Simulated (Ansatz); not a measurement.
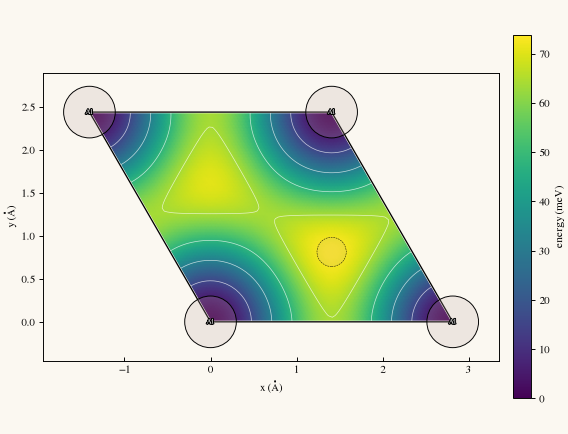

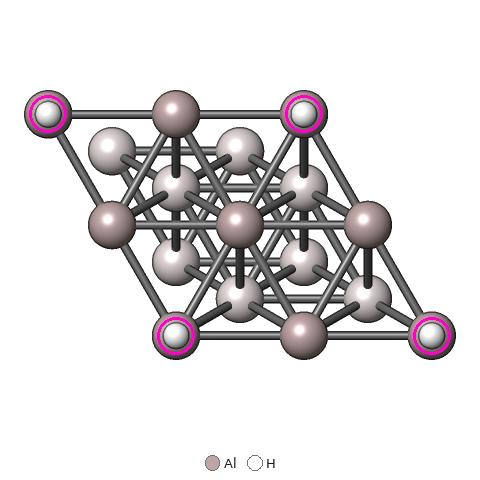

Energy landscape of H on an Al(001) slab cut from the P6_3/mmc phase, its upper half relaxed before the scan (36 atoms of substrate and one adsorbate in a 2 × 2 cell). H is moved over the surface cell at a fixed height above a rigid substrate; the origin of the map has the adsorbate above Al33; the height is held at 3.10 Å. Places are given modulo a cell vector. The map is drawn in real space over the plane of the surface. The grid has 6 × 6 points; 10 points were computed and 26 follow by symmetry. Places are given in fractions of the 1 × 1 surface cell. Energies are in meV, from the lowest grid point. The runs have no spin polarisation, so an open-shell adsorbate far from the surface lies too high. At a fixed height the lowest place need not be the adsorption site. Theory: DFT PBE+D3(BJ), scalar-relativistic, plane waves, PAW (Ansatz 0.2.0). Settings: cutoff 420 eV, k-mesh 6×6×1, gaussian smearing 0.1 eV, no spin polarisation.

Drawn: a smooth colour map with a few white contour lines, labelled circles for the atoms of the top layer and small ones for the second layer, the outline of one cell of the plane. Between grid points the surface is interpolated. The second picture is the structure at the lowest point; rings mark the moved atoms.

Q: What does the map say about the system?

A: The lowest grid point is at the top site over a surface Al atom, (0/6, 0/6) of the cell vectors. It is the only kind of minimum in the scanned range. The highest grid point, a threefold hollow over a second-layer Al atom, (4/6, 2/6) of the cell vectors, lies 74 meV above the lowest. On the interpolated surface the easiest way out of the lowest well to its copy in the next cell or period passes a barrier of about 64 meV. At the lowest point the adsorbate has 1 Al at 3.10 Å as nearest neighbours, at the highest 3 Al at 3.50 Å.

The input of one point:

```yaml
crystal:
  lattice:
    - [5.6288445219, 0.0, 0.0]
    - [-2.8144222609, 4.8747223499, 0.0]
    - [0.0, 0.0, 35.907356208]
  atoms:
    - { symbol: Al, position: [0.1666666667, 0.3333333333, 0.1113977865] }
    - { symbol: Al, position: [0.1666666667, 0.8333333333, 0.1113977865] }
    - { symbol: Al, position: [0.6666666667, 0.3333333333, 0.1113977865] }
    - { symbol: Al, position: [0.6666666667, 0.8333333333, 0.1113977865] }
    - { symbol: Al, position: [0.0, 0.0, 0.1757372983] }
    - { symbol: Al, position: [0.0, 0.5, 0.1757372983] }
    - { symbol: Al, position: [0.5, 0.0, 0.1757372983] }
    - { symbol: Al, position: [0.5, 0.5, 0.1757372983] }
    - { symbol: Al, position: [0.3333333333, 0.1666666667, 0.2400768102] }
    - { symbol: Al, position: [0.3333333333, 0.6666666667, 0.2400768102] }
    - { symbol: Al, position: [0.8333333333, 0.1666666667, 0.2400768102] }
    - { symbol: Al, position: [0.8333333333, 0.6666666667, 0.2400768102] }
    - { symbol: Al, position: [0.0, 0.0, 0.3044163221] }
    - { symbol: Al, position: [0.0, 0.5, 0.3044163221] }
    - { symbol: Al, position: [0.5, 0.0, 0.3044163221] }
    - { symbol: Al, position: [0.5, 0.5, 0.3044163221] }
    - { symbol: Al, position: [0.1666666667, 0.3333333333, 0.3682539347] }
    - { symbol: Al, position: [0.1666666667, 0.8333333333, 0.3682539347] }
    - { symbol: Al, position: [0.6666666667, 0.3333333333, 0.3682539347] }
    - { symbol: Al, position: [0.6666666667, 0.8333333333, 0.3682539347] }
    - { symbol: Al, position: [0.0, 0.0, 0.4320699059] }
    - { symbol: Al, position: [0.0, 0.5, 0.4320699059] }
    - { symbol: Al, position: [0.5, 0.0, 0.4320699059] }
    - { symbol: Al, position: [0.5, 0.5, 0.4320699059] }
    - { symbol: Al, position: [0.3333333333, 0.1666666667, 0.4967844642] }
    - { symbol: Al, position: [0.3333333333, 0.6666666667, 0.4967844642] }
    - { symbol: Al, position: [0.8333333333, 0.1666666667, 0.4967844642] }
    - { symbol: Al, position: [0.8333333333, 0.6666666667, 0.4967844642] }
    - { symbol: Al, position: [0.0, 0.0, 0.5611166564] }
    - { symbol: Al, position: [0.0, 0.5, 0.5611166564] }
    - { symbol: Al, position: [0.5, 0.0, 0.5611166564] }
    - { symbol: Al, position: [0.5, 0.5, 0.5611166564] }
    - { symbol: Al, position: [0.1666666667, 0.3333333333, 0.6268174153] }
    - { symbol: Al, position: [0.1666666667, 0.8333333333, 0.6268174153] }
    - { symbol: Al, position: [0.6666666667, 0.3333333333, 0.6268174153] }
    - { symbol: Al, position: [0.6666666667, 0.8333333333, 0.6268174153] }
    - { symbol: H, position: [0.1666666667, 0.3333333333, 0.7131506998] }
basis:
  ecutwfc: 420
kpoints:
  mp_grid: { grid: [6, 6, 1] }
hamiltonian:
  xc: pbe
  pseudopotentials: { kind: paw, azcp: { folder: soft_1 } }
  dispersion: d3bj
scf:
  occupations: { method: gaussian, width: 0.1 }
output:
  forces: true
  eigenvalues: true
efield:
  axis: 3
  dipole_correction: true
  ramp_width: 0.04
```

The whole map (10 points run) took 12 min on 2 threads of Intel(R) Xeon(R) Platinum 8259CL CPU @ 2.50GHz (Skylake/Cascade Lake), with other jobs on the host.
